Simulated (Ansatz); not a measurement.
## Run report: Si$_{5}$C, geometry relaxation (part 1 of 2)

Si$_{5}$C (P4/mmm, 6 atoms in the cell), computed with DFT PBE, scalar-relativistic, plane waves, PAW, no spin polarisation (Ansatz 0.2.0).

The structure was made by a generator, so it may or may not be a known phase.

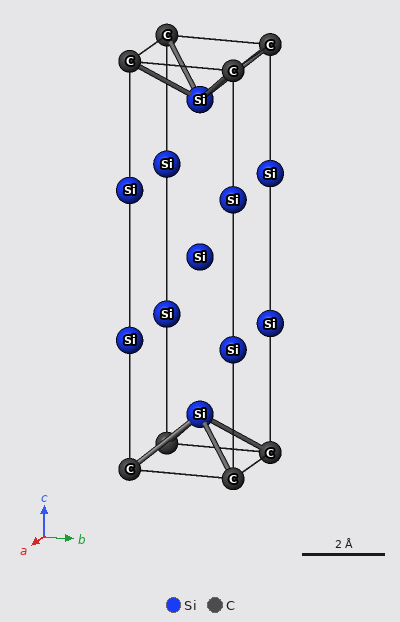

Figure 1. The structure as given in the input (ball-and-stick view of the cell of the calculation, seen slightly off an axis). An atom can appear more than once, as a periodic image.

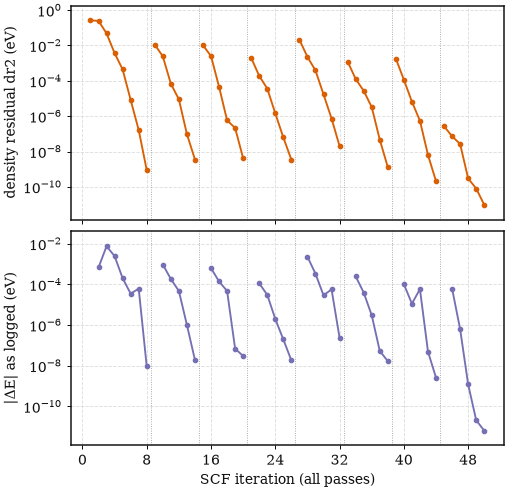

Figure 2. Convergence of the self-consistent field: density residual dr2 and size of the energy change against the SCF iteration. The dotted lines part the SCF passes of the relaxation: geometry steps, rejected trials and re-solves on a re-selected basis. The 8 passes take 6 to 8 iterations each, 50 in all.

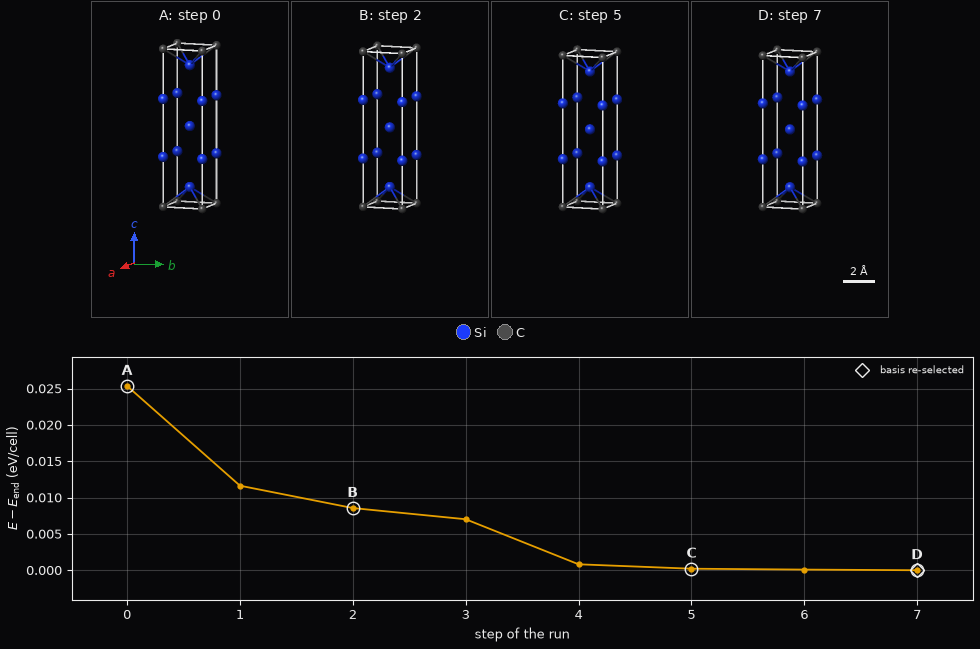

Figure 3. Frames of the relaxation (ball-and-stick view of the cell of the calculation, seen slightly off an axis) above the curves, on which the letters mark them (the first geometry is step 0 here and step 1 in the log).

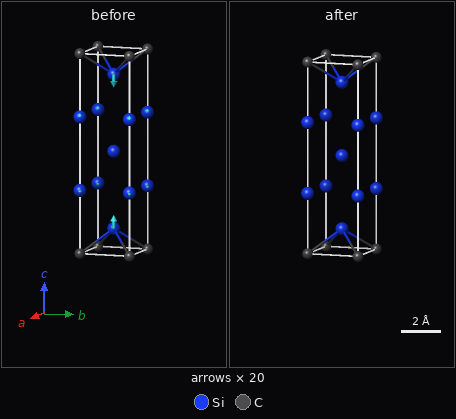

Figure 4. Before (left) and after (right) the relaxation, at one scale (ball-and-stick view of the cell of the calculation, seen slightly off an axis). The teal arrows give the displacements (without the part carried along by the change of the cell), magnified 20 times. The largest moves relative to the cell, 0.035 Å, are those of Si1 and Si5. C stays in place. Cell: a = b 2.715 → 2.757 Å (+1.6 %), c 10.416 → 9.982 Å (−4.2 %). Volume −1.2 %. Distances before and after: Si1–Si5 2.383 → 2.354 Å, Si1–C6 2.259 → 2.277 Å. The space group stays P4/mmm (No. 123). After 6 geometry steps the energy has fallen by 25.3 meV per cell of the calculation. The largest force component goes from 0.19 to 0.0085 eV/Å. Pressure: −0.46 GPa at the start and 0.01 GPa at the end. A last SCF at the same geometry on a re-selected plane-wave basis shifts the energy by −0.1 meV per cell of the calculation. (Atoms are counted from 1 in the order of the input.)

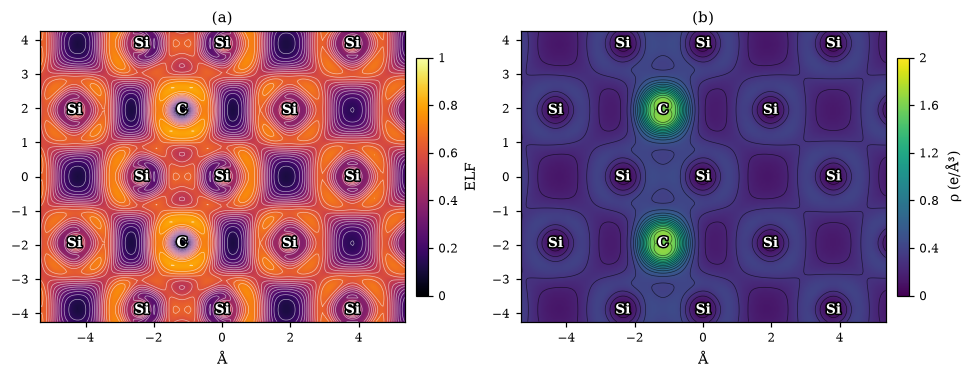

Figure 5. (a) electron localisation function; (b) valence charge density (pseudo) on the (110) plane of the conventional cell. Si–Si (2.35 Å): ρ at the midpoint is about 0.44 e/Å³, a local maximum along the line; the ELF peaks at about 0.65 between the atoms. Away from the nuclei the density in this plane falls to 0.12 e/Å³ at its lowest. In a PAW calculation such maps are meaningful between the atoms, not at the nuclei.

The input and output of the run follow.

## Input
```yaml
crystal:
  lattice:
    - [2.7148010627, 0.0, 0.0]
    - [0.0, 2.7148010627, 0.0]
    - [0.0, 0.0, 10.4158395724]
  atoms:
    - { symbol: Si, position: [0.5, 0.5, 0.1144019066] }
    - { symbol: Si, position: [0.0, 0.0, 0.3162549157] }
    - { symbol: Si, position: [0.5, 0.5, 0.5] }
    - { symbol: Si, position: [0.0, 0.0, 0.6837450843] }
    - { symbol: Si, position: [0.5, 0.5, 0.8855980934] }
    - { symbol: C, position: [0.0, 0.0, 0.0] }
basis:
  ecutwfc: 420
kpoints:
  mp_grid: { grid: [14, 14, 4] }
hamiltonian:
  xc: pbe
scf:
  occupations: { method: gaussian, width: 0.1 }
output:
  forces: true
  stress: true
  eigenvalues: true
  write_density: true
  write_potential: true
  elf: true
  volumetric_format: npy
relax:
  adjacent_minimum: "off"
  f_tol: 0.01
  max_steps: 80
  cell: { stress_tol: 0.05 }
```

Run as:
```bash
ansatz run input.yaml --threads 1 --pin off --max-ram 2560MiB --backend cpu --events-out ev --progress --plain --runs-dir out
```

## Log
```
Engine: ansatz 0.2.0, x86_64-unknown-linux-gnu
Pseudopotentials: kind: paw
Pseudopotential: Si, paw, valence charge 4, recommended cutoff 420 eV (normal), Si.paw.azcp
Pseudopotential: C, paw, valence charge 4, recommended cutoff 420 eV (normal), C.paw.azcp
Functional definition: PBE
  parameter kappa = 0.804
  parameter beta = 0.06672455060314922
  exchange = pbe_x(kappa = kappa, mu = beta*pi^2/3)
  correlation = pbe_c(beta = beta)
Crystal: 6 atoms, lattice volume = 76.766 Å³
Basis set: ecut = 420 eV, 1535 PW (Γ), exchange–correlation on 40×40×144 points (8 copies of the dense FFT grid, shifted against one another)
Bands: 18, of which v1, the nominal top of the filled ones, is band 12 counted from 1 (11 counted from 0)
Symmetry: 16 space group operations
Space group: P4/mmm (ITA 123), of the structure as read, at distance tolerance 4.3e-5 Å
k-points: 108 of 784
Non-local potential: Si, projectors of the file, l = 0: 2, l = 1: 2, l = 2: 2
Non-local potential: C, projectors of the file, l = 0: 2, l = 1: 2, l = 2: 1
PAW form: soft (Blöchl's): semilocal exchange-correlation on the pseudo side does not see the compensation charge
PAW one-centre angular grid: Si, 110 points (default); XC on 64 Gauss nodes
PAW one-centre angular grid: C, 110 points (default); XC on 64 Gauss nodes
Initial density: superposition of atomic densities (neutral atoms: chi_scale 0, normalization atom), corrected by the library's trained network
Initial wavefunctions: pseudopotential atomic-orbital guess
Functional: x = pbe(κ = 0.804, μ = 0.2195149727645171), c = pbe(β = 0.06672455060314922)
SCF iter   1: F=—  HF=-3424.464452 eV  |F-HF|=—  |Δ(HF+E_count)|=         —  Δρ=4.96e-3  dr2=2.65e-1  ethr=1.77e-3  ⟨swp⟩=6.0  Hψ=25944  notcnv=0  defer=125
automatic band count: the SCF goes on with 24 bands, as 18 were too few: the levels above may hold too much charge
preconditioner: auto → none  [metal: Δε(μ)=0.003 eV  Ē_g=10.721 eV  σ=0.100 eV  W_gap=0.02  n_scr=6 (ndim 8)  ℏωp=20.8 eV  f_vac=0.000  D(μ)=3.63/eV (n_scr^D=28)  sad-step TF]
SCF iter   2: F=—  HF=-3424.463774 eV  |F-HF|=—  |Δ(HF+E_count)|=   6.78e-4  Δρ=4.68e-3  dr2=2.47e-1  ethr=1.10e-3  ⟨swp⟩=1.0  Hψ=3456  notcnv=0  defer=148
SCF iter   3: F=—  HF=-3424.456229 eV  |F-HF|=—  |Δ(HF+E_count)|=   7.54e-3  Δρ=1.96e-3  dr2=4.85e-2  ethr=1.03e-3  ⟨swp⟩=1.0  Hψ=2047  notcnv=0  defer=152
SCF iter   4: F=—  HF=-3424.453782 eV  |F-HF|=—  |Δ(HF+E_count)|=   2.45e-3  Δρ=6.71e-4  dr2=3.69e-3  ethr=2.02e-4  ⟨swp⟩=1.0  Hψ=2706  notcnv=0  defer=161
SCF iter   5: F=—  HF=-3424.453581 eV  |F-HF|=—  |Δ(HF+E_count)|=   2.01e-4  Δρ=2.24e-4  dr2=4.42e-4  ethr=1.54e-5  ⟨swp⟩=1.0  Hψ=2166  notcnv=0  defer=161
SCF iter   6: F=—  HF=-3424.453546 eV  |F-HF|=—  |Δ(HF+E_count)|=   3.50e-5  Δρ=5.41e-5  dr2=8.24e-6  ethr=1.84e-6  ⟨swp⟩=1.0  Hψ=2181  notcnv=0  defer=162
SCF iter   7: F=—  HF=-3424.453608 eV  |F-HF|=—  |Δ(HF+E_count)|=   6.17e-5  Δρ=8.92e-6  dr2=1.64e-7  ethr=3.43e-8  ⟨swp⟩=1.2  Hψ=2295  notcnv=0  defer=164
SCF iter   8: F=-3424.453608 eV  HF=-3424.453608 eV  |F-HF|=1.20e-10  |Δ(HF+E_count)|=   9.17e-9  Δρ=1.23e-6  dr2=8.81e-10  ethr=4.17e-10  ⟨swp⟩=12.4  Hψ=16301  notcnv=0
SCF 1 converged in 8 iterations: F = -3424.453608 eV  dr2 = 8.81e-10
  greatest PAW one-centre occupation: 0.683 electrons in one spin orbital (limit 2), on the Si atom at site 3 (counted from 0), in its partial waves of l = 0
relax step   1: F+E_penalty+E_count = -3424.45360811 eV  Δ(F+E_penalty+E_count) = +0.000e0 eV  max|allowed force component| = 1.925e-1 eV/Å  Δτ_max = 0.0000 Å  P = -0.459 GPa  Ω = 76.766 Å³  (8 SCF iters, dr2 threshold 1.00e-7 eV, accepted)
Crystal: 6 atoms, lattice volume = 76.100 Å³
Basis set: ecut = 420 eV, 1527 PW (Γ), exchange–correlation on 40×40×144 points (8 copies of the dense FFT grid, shifted against one another)
Bands: 24, of which v1, the nominal top of the filled ones, is band 12 counted from 1 (11 counted from 0)
Initial density: handed on by an earlier stage of this run
Initial wavefunctions: those handed on with the density
iter 1 solved again at ethr=4.71e-5 eV; its pass at ethr=3.10e-3 eV (dr2=1.13e-2 eV) is discarded
SCF iter   1: F=—  HF=-3424.468412 eV  |F-HF|=—  |Δ(HF+E_count)|=         —  Δρ=1.34e-3  dr2=1.12e-2  ethr=4.71e-5  ⟨swp⟩=2.0  Hψ=13180  notcnv=0
preconditioner: auto → none  [metal: Δε(μ)=0.002 eV  Ē_g=10.757 eV  σ=0.100 eV  W_gap=0.01  n_scr=6 (ndim 8)  ℏωp=20.9 eV  f_vac=0.000  D(μ)=3.27/eV (n_scr^D=28)]
SCF iter   2: F=—  HF=-3424.467463 eV  |F-HF|=—  |Δ(HF+E_count)|=   9.48e-4  Δρ=7.01e-4  dr2=2.42e-3  ethr=4.68e-5  ⟨swp⟩=1.1  Hψ=2628  notcnv=0
SCF iter   3: F=—  HF=-3424.467279 eV  |F-HF|=—  |Δ(HF+E_count)|=   1.84e-4  Δρ=3.32e-4  dr2=6.85e-5  ethr=1.01e-5  ⟨swp⟩=1.0  Hψ=2593  notcnv=0
SCF iter   4: F=—  HF=-3424.467326 eV  |F-HF|=—  |Δ(HF+E_count)|=   4.71e-5  Δρ=4.82e-5  dr2=8.93e-6  ethr=2.85e-7  ⟨swp⟩=1.8  Hψ=3225  notcnv=0
iter 5 did not close the SCF: its close was put off for the readings that it lacked (scf_convergence_deferred on its scf_iter line)
SCF iter   5: F=-3424.467325 eV  HF=-3424.467325 eV  |F-HF|=1.97e-8  |Δ(HF+E_count)|=   1.01e-6  Δρ=1.27e-5  dr2=9.70e-8  ethr=3.72e-8  ⟨swp⟩=1.1  Hψ=2699  notcnv=0
SCF iter   6: F=-3424.467325 eV  HF=-3424.467325 eV  |F-HF|=2.03e-9  |Δ(HF+E_count)|=   1.91e-8  Δρ=3.31e-6  dr2=3.52e-9  ethr=4.04e-10  ⟨swp⟩=6.0  Hψ=13111  notcnv=0
SCF 2 converged in 6 iterations: F = -3424.467325 eV  dr2 = 3.52e-9
  greatest PAW one-centre occupation: 0.682 electrons in one spin orbital (limit 2), on the Si atom at site 3 (counted from 0), in its partial waves of l = 0
relax step   2: F+E_penalty+E_count = -3424.46732546 eV  Δ(F+E_penalty+E_count) = -1.372e-2 eV  max|allowed force component| = 7.865e-2 eV/Å  Δτ_max = 0.0289 Å  P = +0.012 GPa  Ω = 76.100 Å³  energy of the carried Pulay correction = +3.563e-4 eV  (6 SCF iters, dr2 threshold 6.00e-7 eV, accepted)
Crystal: 6 atoms, lattice volume = 75.788 Å³
iter 1 solved again at ethr=4.30e-5 eV; its pass at ethr=3.10e-3 eV (dr2=1.03e-2 eV) is discarded
SCF iter   1: F=—  HF=-3424.471121 eV  |F-HF|=—  |Δ(HF+E_count)|=         —  Δρ=1.18e-3  dr2=1.04e-2  ethr=4.30e-5  ⟨swp⟩=1.8  Hψ=12766  notcnv=0
preconditioner: auto → none  [metal: Δε(μ)=0.015 eV  Ē_g=10.771 eV  σ=0.100 eV  W_gap=0.08  n_scr=6 (ndim 8)  ℏωp=20.9 eV  f_vac=0.000  D(μ)=3.40/eV (n_scr^D=28)]
SCF iter   2: F=—  HF=-3424.470492 eV  |F-HF|=—  |Δ(HF+E_count)|=   6.29e-4  Δρ=5.89e-4  dr2=2.49e-3  ethr=4.30e-5  ⟨swp⟩=1.0  Hψ=2598  notcnv=0
SCF iter   3: F=—  HF=-3424.470353 eV  |F-HF|=—  |Δ(HF+E_count)|=   1.39e-4  Δρ=2.76e-4  dr2=4.61e-5  ethr=1.04e-5  ⟨swp⟩=1.0  Hψ=2592  notcnv=0
SCF iter   4: F=—  HF=-3424.470400 eV  |F-HF|=—  |Δ(HF+E_count)|=   4.73e-5  Δρ=2.62e-5  dr2=5.79e-7  ethr=1.92e-7  ⟨swp⟩=1.9  Hψ=3431  notcnv=0
iter 5 did not close the SCF: its close was put off for the readings that it lacked (scf_convergence_deferred on its scf_iter line)
SCF iter   5: F=-3424.470400 eV  HF=-3424.470400 eV  |F-HF|=1.66e-7  |Δ(HF+E_count)|=   6.88e-8  Δρ=1.07e-5  dr2=2.14e-7  ethr=2.41e-9  ⟨swp⟩=2.5  Hψ=3703  notcnv=0
SCF iter   6: F=-3424.470400 eV  HF=-3424.470400 eV  |F-HF|=5.14e-10  |Δ(HF+E_count)|=   2.99e-8  Δρ=2.74e-6  dr2=4.11e-9  ethr=8.91e-10  ⟨swp⟩=6.3  Hψ=12623  notcnv=0
the search or the solves at the SCF's close seem to have found levels that the self-consistency loop had missed (the run counts 1). By its estimate they hold under 1e-12 electrons; where the run keeps them, the occupations were computed again with them
SCF 3 converged in 6 iterations: F = -3424.470400 eV  dr2 = 4.11e-9
relax step   3: F+E_penalty+E_count = -3424.47040014 eV  Δ(F+E_penalty+E_count) = -3.075e-3 eV  max|allowed force component| = 4.800e-2 eV/Å  Δτ_max = 0.0216 Å  P = +0.190 GPa  Ω = 75.788 Å³  energy of the carried Pulay correction = +5.238e-4 eV  (6 SCF iters, dr2 threshold 4.05e-7 eV, accepted)
Crystal: 6 atoms, lattice volume = 75.810 Å³
iter 1 solved again at ethr=8.25e-6 eV; its pass at ethr=3.10e-3 eV (dr2=1.98e-3 eV) is discarded
SCF iter   1: F=—  HF=-3424.472024 eV  |F-HF|=—  |Δ(HF+E_count)|=         —  Δρ=6.09e-4  dr2=1.99e-3  ethr=8.25e-6  ⟨swp⟩=1.9  Hψ=11238  notcnv=0
preconditioner: auto → none  [metal: Δε(μ)=0.021 eV  Ē_g=10.763 eV  σ=0.100 eV  W_gap=0.12  n_scr=6 (ndim 8)  ℏωp=20.9 eV  f_vac=0.000  D(μ)=3.14/eV (n_scr^D=28)]
SCF iter   2: F=—  HF=-3424.471911 eV  |F-HF|=—  |Δ(HF+E_count)|=   1.13e-4  Δρ=2.66e-4  dr2=1.89e-4  ethr=8.25e-6  ⟨swp⟩=1.0  Hψ=2592  notcnv=0
SCF iter   3: F=—  HF=-3424.471942 eV  |F-HF|=—  |Δ(HF+E_count)|=   3.04e-5  Δρ=1.36e-4  dr2=3.63e-5  ethr=7.87e-7  ⟨swp⟩=1.1  Hψ=2598  notcnv=0
SCF iter   4: F=—  HF=-3424.471940 eV  |F-HF|=—  |Δ(HF+E_count)|=   1.99e-6  Δρ=4.02e-5  dr2=1.43e-6  ethr=1.51e-7  ⟨swp⟩=1.0  Hψ=2592  notcnv=0
iter 5 did not close the SCF: its close was put off for the readings that it lacked (scf_convergence_deferred on its scf_iter line)
SCF iter   5: F=-3424.471940 eV  HF=-3424.471940 eV  |F-HF|=9.75e-10  |Δ(HF+E_count)|=   1.95e-7  Δρ=1.13e-5  dr2=6.21e-8  ethr=5.96e-9  ⟨swp⟩=1.7  Hψ=3309  notcnv=0
SCF iter   6: F=-3424.471940 eV  HF=-3424.471940 eV  |F-HF|=1.55e-9  |Δ(HF+E_count)|=   1.82e-8  Δρ=1.99e-6  dr2=3.42e-9  ethr=2.59e-10  ⟨swp⟩=6.1  Hψ=12433  notcnv=0
the search or the solves at the SCF's close seem to have found levels that the self-consistency loop had missed (the run counts 1). By its estimate they hold under 1e-12 electrons; where the run keeps them, the occupations were computed again with them
SCF 4 converged in 6 iterations: F = -3424.471940 eV  dr2 = 3.42e-9
relax step   4: F+E_penalty+E_count = -3424.47193959 eV  Δ(F+E_penalty+E_count) = -1.539e-3 eV  max|allowed force component| = 5.935e-2 eV/Å  Δτ_max = 0.0054 Å  P = +0.113 GPa  Ω = 75.810 Å³  energy of the carried Pulay correction = +5.123e-4 eV  (6 SCF iters, dr2 threshold 3.52e-7 eV, accepted)
Crystal: 6 atoms, lattice volume = 76.078 Å³
Basis set: ecut = 420 eV, 1525 PW (Γ), exchange–correlation on 40×40×144 points (8 copies of the dense FFT grid, shifted against one another)
iter 1 solved again at ethr=8.85e-5 eV; its pass at ethr=3.10e-3 eV (dr2=2.13e-2 eV) is discarded
```
